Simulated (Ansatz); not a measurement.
Consider WSe$_{2}$.

```
W Se
1.0
     4.91854    2.83972    0.00000
    -1.63951    2.83972    0.00000
     0.00000    0.00000   12.78861
W Se
4 8
Direct
  0.16667 0.50000 0.25000
  0.66667 0.00000 0.25000
  0.33333 0.00000 0.75000
  0.83333 0.50000 0.75000
  0.16140 0.50000 0.62037
  0.66140 0.00000 0.62037
  0.33333 0.00000 0.11829
  0.83333 0.50000 0.11829
  0.16667 0.50000 0.88171
  0.66667 0.00000 0.88171
  0.33333 0.00000 0.38171
  0.83333 0.50000 0.38171
```

Space group Cm; changed on purpose from its base cell (atom 3 (Se) moved +0.040 A towards its neighbour atom 2 (W) at 2.534 A); not relaxed (largest force 0.5 eV/Å).

All numbers below come from DFT PBE+D3(BJ), scalar-relativistic, plane waves, PAW (Ansatz 0.2.0).

What will maps of the valence pseudo-density and electron localisation function show?

Answer. W–Se (2.49 Å): ρ at the midpoint is about 0.59 e/Å³; the ELF is about 0.55 at the midpoint.
W–Se (2.53 Å): the density is about 0.55 e/Å³ at the midpoint; the ELF is about 0.55 at the midpoint.

Metal or insulator at this level of theory?

Answer. It is gapped, with a Kohn–Sham gap of 0.89 eV on the k-point mesh (the band edges may lie off the mesh, which would make the gap smaller).

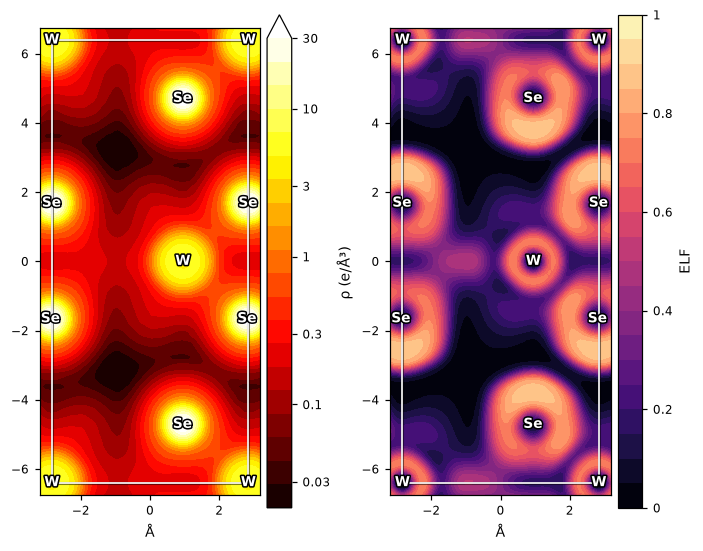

Computed valence pseudo-density and electron localisation function on the (010) plane of the conventional cell, in this order. 

The density is the valence pseudo-density of a PAW calculation; it isn't the true density close to the nuclei.
